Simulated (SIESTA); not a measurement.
# Energy of SiS₂ along an even scaling of the cell

System: SiS₂ (Ibam, 6 atoms in the cell).
Method: Kohn-Sham DFT of a periodic cell, PBE, PseudoDojo 0.4 standard, converted to PSML, no spin polarisation (SIESTA 5.4.2).

The 7 runs differ only in the geometry, by an even scaling of the cell at fixed fractional positions. The structure derives from an entry of the Crystallography Open Database.

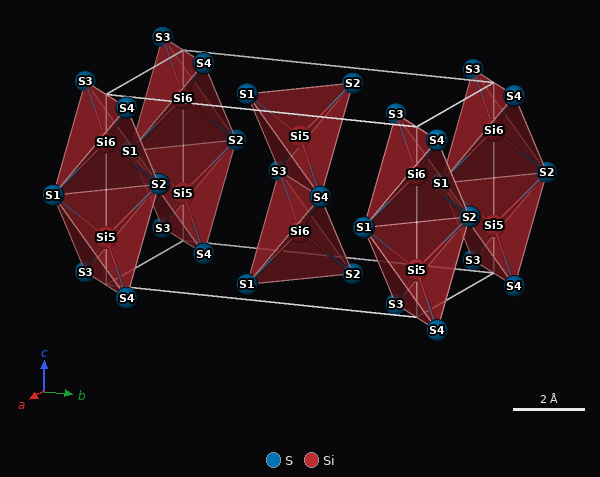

Figure 1. The structure of run 4 (polyhedral view of the cell 2 times as large as that of the calculation, set on its symmetry axes, seen slightly off an axis; polyhedra are completed across the faces of the cell; atoms are numbered from 1 in the order of the input). An atom can appear more than once, as a periodic image.

## Input of run 4
```
SystemName                      SiS2
SystemLabel                     SiS2
NumberOfSpecies                 2
NumberOfAtoms                   6
%block ChemicalSpeciesLabel
  1  16 S
  2  14 Si
%endblock ChemicalSpeciesLabel

LatticeConstant                 1.0 Ang
%block LatticeVectors
    -2.7820000000     4.7725000000     2.7760000000
     2.7820000000    -4.7725000000     2.7760000000
     2.7820000000     4.7725000000    -2.7760000000
%endblock LatticeVectors
AtomicCoordinatesFormat         Fractional
%block AtomicCoordinatesAndAtomicSpecies
     0.3818000000     0.7088000000     0.0906000000  1  S
     0.6182000000     0.2912000000     0.9094000000  1  S
     0.8818000000     0.7912000000     0.6730000000  1  S
     0.1182000000     0.2088000000     0.3270000000  1  S
     0.2500000000     0.2500000000     0.0000000000  2  Si
     0.7500000000     0.7500000000     0.0000000000  2  Si
%endblock AtomicCoordinatesAndAtomicSpecies

%block kgrid.MonkhorstPack
    7   0   0  0.0
    0   7   0  0.0
    0   0   7  0.0
%endblock kgrid.MonkhorstPack
XC.Functional                   GGA
XC.Authors                      PBE
PAO.BasisSize                   DZP
PAO.EnergyShift                 0.003 Ry
Mesh.Cutoff                     500 Ry
OccupationFunction              FD
ElectronicTemperature           0.05 eV
MaxSCFIterations                120
SCF.MustConverge                false
SCF.Mixer.Method                Pulay
SCF.Mixer.Weight                0.25
SCF.Mixer.History               8
SCF.DM.Tolerance                5.0e-05
SCF.H.Tolerance                 1.0e-03 eV
WriteForces                     true
Charge.Mulliken                 end
Charge.Hirshfeld                end
Charge.Voronoi                  end
SaveRho                         true
SaveElectrostaticPotential      true
```

Command:
```bash
siesta < SiS2.fdf > SiS2.out 2>&1
```

Run 3 has the same physical settings and fractional positions; its lattice vectors (Å) are:
```
  -2.763328    4.740469    2.757369
   2.763328   -4.740469    2.757369
   2.763328    4.740469   -2.757369
```

## Results, with one run withheld

```tsv
run	volume per atom (Å³)	free energy per atom, from the lowest run given (meV)	pressure (GPa)	gap on the mesh (eV)
1	23.097	75.46	9.52	2.85
2	23.589	49.51	7.44	2.82
3	24.080	?	?	?
4	24.571	15.31	3.85	2.76
5	25.063	5.91	2.32	2.72
6	25.554	0.94	0.95	2.68
7	26.046	0.00	−0.31	2.64
```

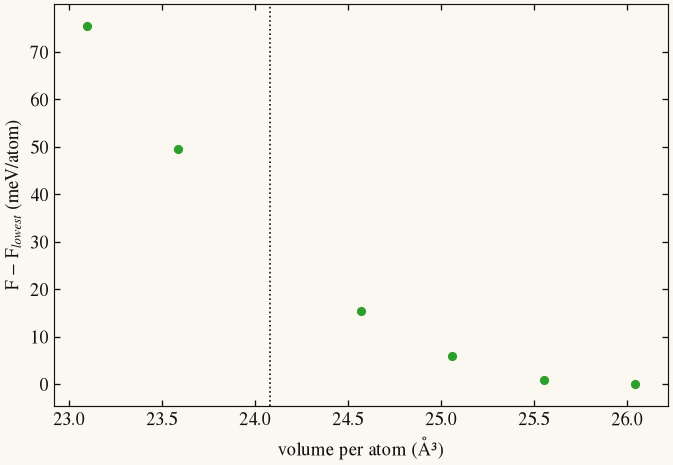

Figure 2. Free energy per atom of the runs given; the dotted line marks run 3.

Estimate the energy of run 3 from the others.

A cubic polynomial in V^(−2/3) (the Birch–Murnaghan form), fitted to the 6 runs given, misses them by at most 0.02 meV per atom. With x = V^(−2/3) − 0.11817 Å⁻², it reads F = 14.238 + 7214.3 x + 9.1237e+05 x² + 1.5299e+06 x³ (meV per atom). At run 3 it gives 29.68 meV per atom, and the run itself gives 29.65. The slope of the fit gives a pressure −dF/dV of 5.54 GPa there, and the run prints 5.55 GPa. The fit has its minimum at 25.920 Å³ per atom, where V d²F/dV² gives 64 GPa. Cell shape and fractional positions are held, so this is the stiffness under even scaling; the relaxed bulk modulus wasn't computed and can be far lower in a crystal of layers, chains or molecules like this one. The gap on the mesh goes, without turning, from 2.85 eV in run 1 to 2.64 eV in run 7; run 3 has 2.79 eV. These are gaps of this functional on this mesh, which can miss the band edges; they aren't the measured gap.

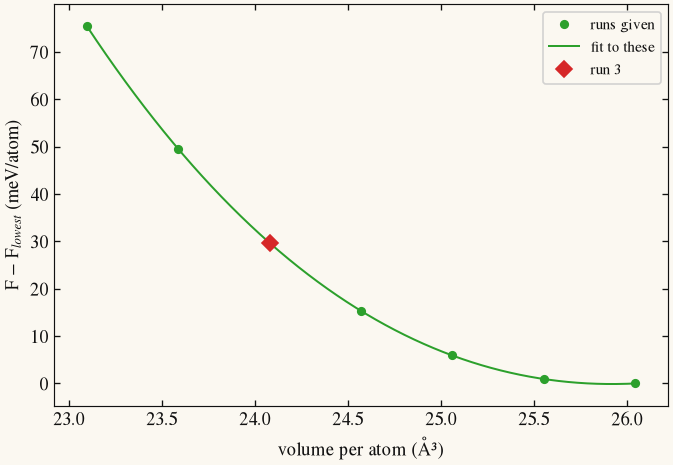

Figure 3. The fit and the withheld run.

## Some lines of the output (run 3)
```
[...]
outcell: Cell volume (Ang**3)        :    144.4803
stepf: Fermi-Dirac step function
siesta: Etot    =     -1433.523934
siesta: FreeEng =     -1433.523934
        iscf     Eharris(eV)        E_KS(eV)     FreeEng(eV)     dDmax    Ef(eV) dHmax(eV)
siesta: E_KS(eV) =            -1433.9935
siesta: E_KS - E_eggbox =     -1433.9935
siesta: Etot    =     -1433.993528
siesta: FreeEng =     -1433.993528
siesta:         Fermi =      -4.719419
siesta: Cell volume =        144.480286 Ang**3
    Orbital volume contribution        =           4.606393 eV
```

Notes: Points of doubt noted for this run: mulliken charges of long orbitals. With a small basis of atomic orbitals these values can differ much from converged plane-wave results.
